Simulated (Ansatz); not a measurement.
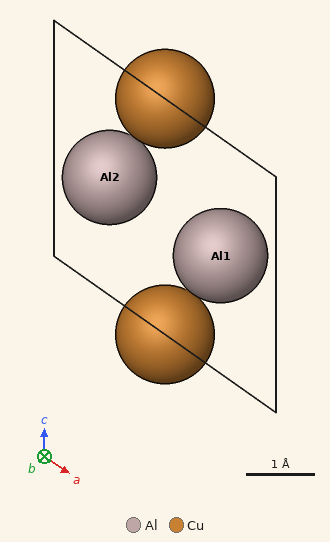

The structure as given in the input (spheres-only view of the cell of the calculation, along the b axis; atoms are numbered from 1 in the order of the input). An atom can appear more than once, as a periodic image.

# Geometry relaxation, with input and output: Al₂Cu

Al₂Cu (3 atoms in the cell), computed with DFT PBEsol, scalar-relativistic, plane waves, PAW, no spin polarisation (Ansatz 0.2.0).

The structure derives from a Materials Project entry. Figures and captions count atoms from 1; the log counts them from 0 in places.

The input:
```yaml
crystal:
  lattice:
    - [-2.0303375, 2.0303375, 2.851094]
    - [2.0303375, -2.0303375, 2.851094]
    - [2.0303375, 2.0303375, -2.851094]
  atoms:
    - { symbol: Al, position: [0.75, 0.25, 0.5] }
    - { symbol: Al, position: [0.25, 0.75, 0.5] }
    - { symbol: Cu, position: [0.5, 0.5, 0.0] }
basis:
  ecutwfc: 420
kpoints:
  mp_grid: { grid: [14, 14, 14] }
hamiltonian:
  xc: pbesol
scf:
  occupations: { method: gaussian, width: 0.1 }
output:
  forces: true
  stress: true
  eigenvalues: true
relax:
  adjacent_minimum: "off"
  f_tol: 0.005
  max_steps: 80
  cell: { stress_tol: 0.05 }
```

Launched with:
```bash
ansatz run input.yaml --threads 2 --pin off --max-ram 5120MiB --backend cpu --events-out ev --progress --plain --runs-dir out
```

What the program printed:
```
Engine: ansatz 0.2.0, x86_64-unknown-linux-gnu
Pseudopotentials: kind: paw
Pseudopotential: Al, paw, valence charge 3, recommended cutoff 420 eV (normal), Al.paw.azcp
Pseudopotential: Cu, paw, valence charge 19, recommended cutoff 420 eV (normal), Cu.paw.azcp
Functional definition: PBEsol
  exchange = pbesol_x
  correlation = pbesol_c
Crystal: 3 atoms, lattice volume = 47.012 Å³
Basis set: ecut = 420 eV, 925 PW (Γ), exchange–correlation on 60×60×60 points (8 copies of the dense FFT grid, shifted against one another)
Bands: 17, of which v1, the nominal top of the filled ones, is band 13 counted from 1 (12 counted from 0)
Symmetry: 16 space group operations
Space group: I4/mmm (ITA 139), of the structure as read, at distance tolerance 3.6e-5 Å
k-points: 244 of 2744
Non-local potential: Al, projectors of the file, l = 0: 2, l = 1: 2, l = 2: 1
Non-local potential: Cu, projectors of the file, l = 0: 3, l = 1: 2, l = 2: 3, l = 3: 1
PAW form: soft (Blöchl's): semilocal exchange-correlation on the pseudo side does not see the compensation charge
PAW frozen core: Al, regenerated for the run's functional, and the local potential with it (the file was generated under x = pbe(κ = 0.804, μ = 0.2195149727645171), c = pbe(β = 0.06672455060314922))
PAW frozen core: Cu, regenerated for the run's functional, and the local potential with it (the file was generated under x = pbe(κ = 0.804, μ = 0.2195149727645171), c = pbe(β = 0.06672455060314922))
PAW one-centre angular grid: Al, 110 points (default); XC on 64 Gauss nodes
PAW one-centre angular grid: Cu, 590 points (default); XC on 64 Gauss nodes
Initial density: superposition of atomic densities (neutral atoms: chi_scale 0, normalization atom), corrected by the library's trained network
Initial wavefunctions: pseudopotential atomic-orbital guess
Functional: x = pbesol(κ = 0.804, μ = 0.12345679012345678), c = pbesol(β = 0.046)
SCF iter   1: F=—  HF=-7638.419517 eV  |F-HF|=—  |Δ(HF+E_count)|=         —  Δρ=8.40e-3  dr2=1.83e-2  ethr=1.77e-3  ⟨swp⟩=5.2  Hψ=20938  notcnv=0
preconditioner: auto → Kerker (q_TF=auto, 2.456 Å⁻¹)  [metal: Δε(μ)=0.008 eV  Ē_g=8.415 eV  σ=0.100 eV  W_gap=0.04  n_scr=14 (ndim 8)  ℏωp=22.3 eV  f_vac=0.002  D(μ)=1.01/eV (n_scr^D=8)]
SCF iter   2: F=—  HF=-7638.416194 eV  |F-HF|=—  |Δ(HF+E_count)|=   3.32e-3  Δρ=1.21e-3  dr2=7.69e-4  ethr=7.32e-5  ⟨swp⟩=2.0  Hψ=8332  notcnv=0  defer=18
SCF iter   3: F=—  HF=-7638.416120 eV  |F-HF|=—  |Δ(HF+E_count)|=   7.46e-5  Δρ=1.04e-3  dr2=5.20e-4  ethr=3.08e-6  ⟨swp⟩=2.1  Hψ=5365  notcnv=0  defer=18
SCF iter   4: F=—  HF=-7638.416171 eV  |F-HF|=—  |Δ(HF+E_count)|=   5.07e-5  Δρ=3.66e-4  dr2=9.48e-5  ethr=2.08e-6  ⟨swp⟩=1.0  Hψ=4075  notcnv=0  defer=18
SCF iter   5: F=—  HF=-7638.416172 eV  |F-HF|=—  |Δ(HF+E_count)|=   1.71e-6  Δρ=6.53e-5  dr2=3.44e-6  ethr=3.79e-7  ⟨swp⟩=1.2  Hψ=4172  notcnv=0  defer=18
SCF iter   6: F=—  HF=-7638.416172 eV  |F-HF|=—  |Δ(HF+E_count)|=   2.91e-7  Δρ=3.02e-5  dr2=5.30e-7  ethr=1.38e-8  ⟨swp⟩=2.5  Hψ=6188  notcnv=0  defer=18
SCF iter   7: F=-7638.416172 eV  HF=-7638.416172 eV  |F-HF|=1.92e-8  |Δ(HF+E_count)|=   1.34e-7  Δρ=4.09e-6  dr2=9.79e-9  ethr=4.00e-10  ⟨swp⟩=4.8  Hψ=14633  notcnv=0
SCF 1 converged in 7 iterations: F = -7638.416172 eV  dr2 = 9.79e-9
  greatest PAW one-centre occupation: 1.000 electrons in one spin orbital (limit 2), on the Cu atom at site 2 (counted from 0), in its partial waves of l = 0
relax step   1: F+E_penalty+E_count = -7638.41617185 eV  Δ(F+E_penalty+E_count) = +0.000e0 eV  max|allowed force component| = 4.626e-18 eV/Å  Δτ_max = 0.0000 Å  P = -0.149 GPa  Ω = 47.012 Å³  (7 SCF iters, dr2 threshold 1.00e-7 eV, accepted)
Crystal: 3 atoms, lattice volume = 46.965 Å³
Basis set: ecut = 420 eV, 941 PW (Γ), exchange–correlation on 60×60×60 points (8 copies of the dense FFT grid, shifted against one another)
Initial density: handed on by an earlier stage of this run
Initial wavefunctions: those handed on with the density
iter 1 solved again at ethr=3.68e-7 eV; its pass at ethr=3.10e-3 eV (dr2=9.19e-5 eV) is discarded
SCF iter   1: F=—  HF=-7638.416669 eV  |F-HF|=—  |Δ(HF+E_count)|=         —  Δρ=4.43e-4  dr2=7.28e-5  ethr=3.68e-7  ⟨swp⟩=2.1  Hψ=22900  notcnv=0
preconditioner: auto → Kerker (q_TF=auto, 2.456 Å⁻¹)  [metal: Δε(μ)=0.043 eV  Ē_g=8.468 eV  σ=0.100 eV  W_gap=0.24  n_scr=14 (ndim 8)  ℏωp=22.3 eV  f_vac=0.000  D(μ)=1.02/eV (n_scr^D=8)]
SCF iter   2: F=—  HF=-7638.416656 eV  |F-HF|=—  |Δ(HF+E_count)|=   1.26e-5  Δρ=1.49e-4  dr2=9.92e-6  ethr=2.91e-7  ⟨swp⟩=2.4  Hψ=5404  notcnv=0
SCF iter   3: F=—  HF=-7638.416653 eV  |F-HF|=—  |Δ(HF+E_count)|=   2.67e-6  Δρ=1.01e-4  dr2=4.63e-6  ethr=3.97e-8  ⟨swp⟩=2.3  Hψ=6204  notcnv=0
iter 4 did not close the SCF: its close was put off for the readings that it lacked (scf_convergence_deferred on its scf_iter line)
SCF iter   4: F=-7638.416653 eV  HF=-7638.416653 eV  |F-HF|=6.09e-8  |Δ(HF+E_count)|=   8.64e-7  Δρ=2.40e-5  dr2=1.83e-7  ethr=1.85e-8  ⟨swp⟩=2.7  Hψ=6163  notcnv=0
iter 5 did not close the SCF: its close was put off for the readings that it lacked (scf_convergence_deferred on its scf_iter line)
SCF iter   5: F=-7638.416653 eV  HF=-7638.416653 eV  |F-HF|=2.41e-9  |Δ(HF+E_count)|=   2.66e-8  Δρ=2.31e-6  dr2=3.69e-9  ethr=7.33e-10  ⟨swp⟩=1.9  Hψ=5372  notcnv=0
SCF iter   6: F=-7638.416653 eV  HF=-7638.416653 eV  |F-HF|=2.96e-10  |Δ(HF+E_count)|=   2.15e-9  Δρ=8.27e-7  dr2=4.92e-10  ethr=1.48e-11  ⟨swp⟩=1.5  Hψ=11511  notcnv=0
SCF 2 converged in 6 iterations: F = -7638.416653 eV  dr2 = 4.92e-10
relax step   2: F+E_penalty+E_count = -7638.41665254 eV  Δ(F+E_penalty+E_count) = -4.807e-4 eV  max|allowed force component| = 6.732e-29 eV/Å  Δτ_max = 0.0000 Å  P = -0.048 GPa  Ω = 46.965 Å³  energy of the carried Pulay correction = +1.778e-5 eV  (6 SCF iters, dr2 threshold 3.00e-7 eV, accepted)
Crystal: 3 atoms, lattice volume = 46.943 Å³
iter 1 solved again at ethr=6.13e-8 eV; its pass at ethr=3.10e-3 eV (dr2=1.53e-5 eV) is discarded
SCF iter   1: F=—  HF=-7638.416697 eV  |F-HF|=—  |Δ(HF+E_count)|=         —  Δρ=1.90e-4  dr2=1.30e-5  ethr=6.13e-8  ⟨swp⟩=2.1  Hψ=22739  notcnv=0
preconditioner: auto → Kerker (q_TF=auto, 2.456 Å⁻¹)  [metal: Δε(μ)=0.047 eV  Ē_g=8.473 eV  σ=0.100 eV  W_gap=0.26  n_scr=14 (ndim 8)  ℏωp=22.3 eV  f_vac=0.000  D(μ)=1.02/eV (n_scr^D=8)]
SCF iter   2: F=—  HF=-7638.416694 eV  |F-HF|=—  |Δ(HF+E_count)|=   3.34e-6  Δρ=5.23e-5  dr2=1.26e-6  ethr=5.22e-8  ⟨swp⟩=2.3  Hψ=5306  notcnv=0
SCF iter   3: F=—  HF=-7638.416694 eV  |F-HF|=—  |Δ(HF+E_count)|=   4.18e-7  Δρ=3.91e-5  dr2=7.21e-7  ethr=5.02e-9  ⟨swp⟩=2.3  Hψ=6574  notcnv=0
SCF iter   4: F=—  HF=-7638.416694 eV  |F-HF|=—  |Δ(HF+E_count)|=   1.26e-7  Δρ=9.43e-6  dr2=2.86e-8  ethr=2.88e-9  ⟨swp⟩=2.7  Hψ=6144  notcnv=0
iter 5 did not close the SCF: its close was put off for the readings that it lacked (scf_convergence_deferred on its scf_iter line)
SCF iter   5: F=-7638.416694 eV  HF=-7638.416694 eV  |F-HF|=2.27e-10  |Δ(HF+E_count)|=  9.81e-10  Δρ=1.03e-6  dr2=7.48e-10  ethr=1.14e-10  ⟨swp⟩=2.3  Hψ=6057  notcnv=0
SCF iter   6: F=-7638.416694 eV  HF=-7638.416694 eV  |F-HF|=7.19e-11  |Δ(HF+E_count)|=  4.40e-10  Δρ=3.69e-7  dr2=1.15e-10  ethr=2.99e-12  ⟨swp⟩=2.0  Hψ=12640  notcnv=0
SCF 3 converged in 6 iterations: F = -7638.416694 eV  dr2 = 1.15e-10
relax step   3: F+E_penalty+E_count = -7638.41669359 eV  Δ(F+E_penalty+E_count) = -4.105e-5 eV  max|allowed force component| = 3.469e-18 eV/Å  Δτ_max = 0.0000 Å  P = +0.000 GPa  Ω = 46.943 Å³  energy of the carried Pulay correction = +2.604e-5 eV  (6 SCF iters, dr2 threshold 2.74e-8 eV, accepted)
Initial wavefunctions: pseudopotential atomic-orbital guess (no wavefunctions were taken with the density)
iter 1 solved again at ethr=4.02e-8 eV; its pass at ethr=3.10e-3 eV (dr2=1.01e-5 eV) is discarded
SCF iter   1: F=—  HF=-7638.416673 eV  |F-HF|=—  |Δ(HF+E_count)|=         —  Δρ=1.03e-4  dr2=1.05e-7  ethr=4.02e-8  ⟨swp⟩=3.0  Hψ=31911  notcnv=0
preconditioner: auto → Kerker (q_TF=auto, 2.456 Å⁻¹)  [metal: Δε(μ)=0.046 eV  Ē_g=8.474 eV  σ=0.100 eV  W_gap=0.26  n_scr=14 (ndim 8)  ℏωp=22.3 eV  f_vac=0.000  D(μ)=1.02/eV (n_scr^D=8)]
SCF iter   2: F=—  HF=-7638.416677 eV  |F-HF|=—  |Δ(HF+E_count)|=   4.16e-6  Δρ=5.24e-5  dr2=2.70e-8  ethr=4.19e-10  ⟨swp⟩=1.7  Hψ=4792  notcnv=0
SCF iter   3: F=—  HF=-7638.416678 eV  |F-HF|=—  |Δ(HF+E_count)|=   7.96e-7  Δρ=8.06e-7  dr2=1.38e-10  ethr=1.08e-10  ⟨swp⟩=1.0  Hψ=4148  notcnv=0
iter 4 did not close the SCF: its close was put off for the readings that it lacked (scf_convergence_deferred on its scf_iter line)
SCF iter   4: F=-7638.416678 eV  HF=-7638.416678 eV  |F-HF|=1.27e-11  |Δ(HF+E_count)|=  5.37e-11  Δρ=2.02e-7  dr2=1.97e-11  ethr=1.00e-12  ⟨swp⟩=2.3  Hψ=6494  notcnv=0
iter 5 did not close the SCF: its close was put off for the readings that it lacked (scf_convergence_deferred on its scf_iter line)
SCF iter   5: F=-7638.416678 eV  HF=-7638.416678 eV  |F-HF|=4.55e-12  |Δ(HF+E_count)|=    0.00e0  Δρ=1.01e-7  dr2=6.04e-12  ethr=1.00e-12  ⟨swp⟩=1.0  Hψ=4148  notcnv=0
iter 6 did not close the SCF: its close was put off for the readings that it lacked (scf_convergence_deferred on its scf_iter line)
SCF iter   6: F=-7638.416678 eV  HF=-7638.416678 eV  |F-HF|=1.82e-12  |Δ(HF+E_count)|=    0.00e0  Δρ=2.78e-8  dr2=4.38e-13  ethr=1.00e-12  ⟨swp⟩=1.0  Hψ=4148  notcnv=0
iter 7 did not close the SCF: its close was put off for the readings that it lacked (scf_convergence_deferred on its scf_iter line)
SCF iter   7: F=-7638.416678 eV  HF=-7638.416678 eV  |F-HF|=1.82e-12  |Δ(HF+E_count)|=  9.09e-13  Δρ=5.28e-9  dr2=2.86e-14  ethr=1.00e-12  ⟨swp⟩=1.0  Hψ=4148  notcnv=0
SCF iter   8: F=-7638.416678 eV  HF=-7638.416678 eV  |F-HF|=2.73e-12  |Δ(HF+E_count)|=  9.09e-13  Δρ=2.66e-9  dr2=3.18e-15  ethr=1.00e-12  ⟨swp⟩=2.2  Hψ=12206  notcnv=0
SCF 4 converged in 8 iterations: F = -7638.416678 eV  dr2 = 3.18e-15
relax step   4: F+E_penalty+E_count = -7638.41667804 eV  Δ(F+E_penalty+E_count) = +1.555e-5 eV  max|allowed force component| = 6.939e-18 eV/Å  Δτ_max = 0.0000 Å  P = -0.000 GPa  Ω = 46.943 Å³  stress off target by 5.23e-3 GPa  SCF on the basis re-selected at this cell (its energy is not comparable with the rows above)  (8 SCF iters)
```

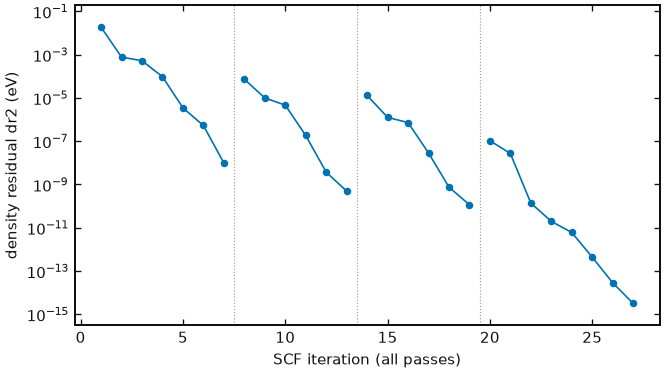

Convergence of the self-consistent field: density residual dr2 against the SCF iteration. The dotted lines part the SCF passes of the relaxation: geometry steps, rejected trials and re-solves on a re-selected basis. The passes take 7, 6, 6 and 8 iterations.

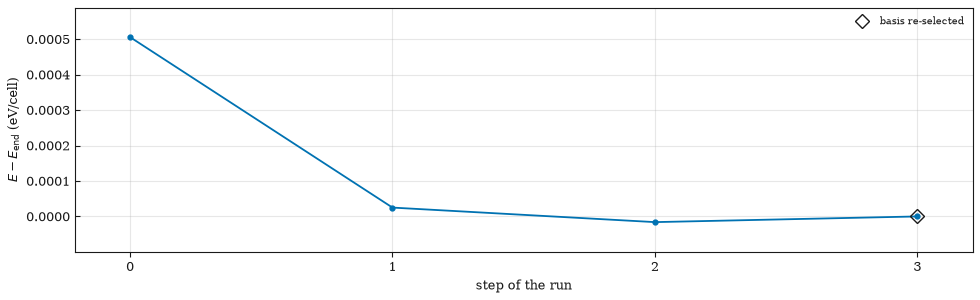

Progress of the relaxation, step by step (the first geometry is step 0 here and step 1 in the log). Over 2 geometry steps the energy falls by 0.5 meV per cell of the calculation. All forces vanish by symmetry, so only the cell relaxes. Pressure: −0.15 GPa at the start and 0.00 GPa at the end. The atoms keep their places relative to the cell (all moves are under 0.005 Å). The volume changes by −0.1 %, with a = b = c 4.046 → 4.049 Å (+0.1 %), α 119.8° → 120.0°, β 119.8° → 120.0°, γ 90.4° → 90.0°. The space group (tolerance 0.01 Å) goes from I4/mmm (No. 139) to Fm-3m (No. 225). A last SCF at the same geometry on a re-selected plane-wave basis shifts the energy by +0.0 meV per cell of the calculation. (Atoms are counted from 1 in the order of the input.)

```
basis re-selected at this cell: Δ(F+E_penalty+E_count) = +1.555e-5 eV, ΔP = -0.000 GPa vs the last step (what re-selecting the basis moved, of the pressure what is left beyond the Pulay correction that the steps carried, after the strain that the cell walked since its last selection, with what the two solves' SCF thresholds leave and, on support functions, any second-order correction that the steps lacked; it is no measure of the basis error at this ecutwfc). This SCF's stress stands 5.23e-3 GPa from its target on what of the cell is left free (relax.cell.stress_tol is 5.00e-2 GPa) and its largest allowed force component is 6.94e-18 eV/Å (relax.f_tol is 5.00e-3 eV/Å): within both
SCF converged after 8 iterations
Free energy (F): -7638.416678 eV
Harris-Foulkes:  -7638.416678 eV  (|F-HF|=2.73e-12)
Internal energy: -7638.411580 eV  (E = F + TS)
E sigma→0 (E₀):  -7638.414129 eV
Entropy (-TS):   -0.005098 eV (-1.699 meV/atom)
Fermi energy:    9.368407 eV
--- Per-component energies (eV) ---
  E_band       = -491.094488
  E_kinetic    = 346.905218
  E_local      = -5881.529336  (includes V_loc(G=0)·N_el)
  E_nonlocal   = 403.692697
  E_hartree    = 2629.855236
  E_xc         = -169.333480
  E_vxc        = -175.745921  (∫ρ·V_xc dr)
  E_paw        = -2528.909768  (= ΣΔE_a)
  E_vpaw       = -444.127840  (= ΣTr[D̂ρ^β])
  E_aug_tail   = 0.000228  (compensation charges beyond the density's cutoff)
  E_ewald      = -2439.336854
  E_core_change = 0.244480  (= ΣΔE_core)
  E_smearing   = -0.005098  (= −TS)
  E_closure    = 0.000000  (closes the sum)
  Σ components = -7638.416678   (vs F -7638.416678, Δ=0.00e0)
--- Forces (eV/Å), atoms counted from 1 ---
  atom   1  Al     0.00000000    -0.00000000     0.00000000
  atom   2  Al     0.00000000     0.00000000     0.00000000
  atom   3  Cu    -0.00000000    -0.00000000     0.00000000
  max |Σ_I F_I| component: 3.75e-30 eV/Å
--- Stress (GPa, compression-positive) ---
       -0.002973       0.000000       0.000000
        0.000000      -0.002973      -0.000000
        0.000000       0.000000       0.005229
  P = ⅓ Tr σ = -0.0002 GPa (-0.002 kbar)
--- Band table (eV; the first three rows and the last of 244) ---
  k-point 0: bands = ["-104.2080", "-61.7063", "-61.7063", "-61.7063", "-0.9476", "4.7703", "4.7704", "4.7704", "5.3499", "5.3500", "12.2422", "12.2422", "12.2429", "12.3567", "12.3577", "12.3577", "13.7434"]
  k-point 1: bands = ["-104.2080", "-61.7063", "-61.7063", "-61.7063", "-0.8554", "4.7420", "4.7846", "4.7846", "5.3330", "5.3581", "11.1336", "11.1344", "11.8750", "11.9029", "13.5932", "13.5941", "14.3711"]
  k-point 2: bands = ["-104.2080", "-61.7063", "-61.7063", "-61.7063", "-0.5795", "4.6622", "4.8281", "4.8282", "5.2824", "5.3810", "10.1055", "10.1063", "10.9275", "11.2427", "13.3478", "14.9812", "14.9823"]
  k-point 243: bands = ["-104.2080", "-61.7064", "-61.7064", "-61.7064", "3.1859", "3.4510", "4.1893", "5.2855", "5.2855", "5.5155", "5.6129", "7.3582", "7.3582", "9.7951", "10.8695", "18.3805", "20.1016"]
--- Relaxed structure (3 steps of the walk, 3 accepted, 1 SCFs on fresh bases) ---
  F+E_penalty+E_count = -7638.41667804 eV   max|allowed force component| = 6.939e-18 eV/Å   (the final SCF, on the basis selected at the relaxed cell)
  cell:  # Å, volume = 46.9435 Å³
    - [-2.024631544560536, 2.024631544560536, 2.863013668195971]
    - [2.024631544560536, -2.024631544560536, 2.863013668195971]
    - [2.024631544560536, 2.024631544560536, -2.863013668195971]
  atoms:
    - { symbol: Al, position: [0.75, 0.25, 0.5] }
    - { symbol: Al, position: [0.25, 0.75, 0.5] }
    - { symbol: Cu, position: [0.5, 0.5, 1.3702060956116254e-35] }
```

Trajectory as extended XYZ (Å, eV, eV/Å), 4 frames, from step=1 to step=4:
```
3
Lattice="-2.0303 2.0303 2.8511 2.0303 -2.0303 2.8511 2.0303 2.0303 -2.8511" Properties=species:S:1:pos:R:3:forces:R:3 step=1 energy=-7638.41617 pressure_GPa=-0.15
Al    0.0000    2.0303    1.4255    0.0000   0.0000   0.0000
Al    2.0303    0.0000    1.4255    0.0000   0.0000   0.0000
Cu    0.0000    0.0000    2.8511    0.0000   0.0000   0.0000
3
Lattice="-2.0261 2.0261 2.8601 2.0261 -2.0261 2.8601 2.0261 2.0261 -2.8601" Properties=species:S:1:pos:R:3:forces:R:3 step=2 energy=-7638.41665 pressure_GPa=-0.05
Al    0.0000    2.0261    1.4301    0.0000   0.0000   0.0000
Al    2.0261    0.0000    1.4301    0.0000   0.0000   0.0000
Cu    0.0000    0.0000    2.8601    0.0000   0.0000   0.0000
3
Lattice="-2.0246 2.0246 2.8630 2.0246 -2.0246 2.8630 2.0246 2.0246 -2.8630" Properties=species:S:1:pos:R:3:forces:R:3 step=3 energy=-7638.41669 pressure_GPa=0.00
Al    0.0000    2.0246    1.4315    0.0000   0.0000   0.0000
Al    2.0246    0.0000    1.4315    0.0000   0.0000   0.0000
Cu    0.0000    0.0000    2.8630    0.0000   0.0000   0.0000
3
Lattice="-2.0246 2.0246 2.8630 2.0246 -2.0246 2.8630 2.0246 2.0246 -2.8630" Properties=species:S:1:pos:R:3:forces:R:3 step=4 energy=-7638.41668 pressure_GPa=-0.00
Al    0.0000    2.0246    1.4315    0.0000   0.0000   0.0000
Al    2.0246    0.0000    1.4315    0.0000   0.0000   0.0000
Cu    0.0000    0.0000    2.8630    0.0000   0.0000   0.0000
```

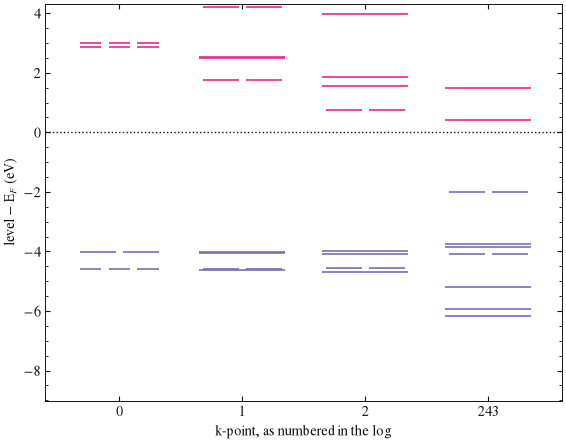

Kohn–Sham levels near the Fermi level (dotted) at the few k-points that the log prints; levels within 0.02 eV of each other stand side by side. The system is metallic on the full mesh.

Results in brief:

```csv
quantity,value
outcome,converged
space group (tolerance 0.01 Å),I4/mmm (139) → Fm-3m (225)
electrons treated,25
free energy,−7638.4167 eV
Fermi energy,9.368 eV
gap on the k-point mesh,none (metallic)
pressure,0.00 GPa
final volume,46.94 Å³
largest force (length of the vector) at the end,under 0.001 eV/Å
final cell,"a = 4.049 Å, b = 4.049 Å, c = 4.049 Å, α = 120.00°, β = 120.00°, γ = 90.00°"
hardware,"2 threads of Intel Xeon (Granite Rapids), 32 GiB of memory available, shared host"
wall time,13 s (CPU time 25 s)
peak memory,0.54 GiB
```
